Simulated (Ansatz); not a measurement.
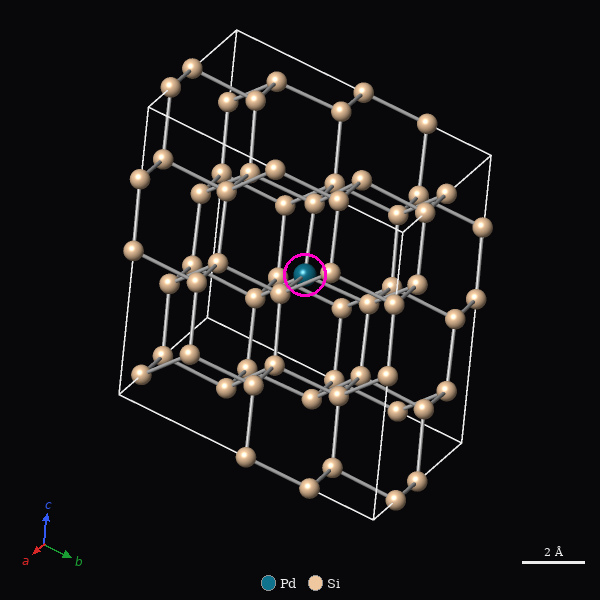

The image is a ball-and-stick drawing of a crystal, viewed slightly off an axis. The box is the supercell; atoms on or close to its faces, edges and corners are drawn wherever they repeat. The host is Si, in a cell of 32 sites, and the cell carries a charge of -1. A ring marks the defect's site.

### Which defect is modelled here, and what are its neighbours?

Palladium on a silicon site (a substitutional impurity). It is bonded to four Si in a tetrahedral arrangement at about 2.4 Å.

The numbers come from DFT PBE, scalar-relativistic, plane waves, PAW in Ansatz, using wavefunction cutoff 420 eV, the zone sampled with 2×2×2 points, Gaussian smearing of 0.01 eV, collinear spins.

### Is the defect spin-polarised?

Yes, 0.5 μB in the cell.

The atoms were relaxed in the host's cell with DFT PBE, scalar-relativistic, plane waves, PAW (Ansatz).
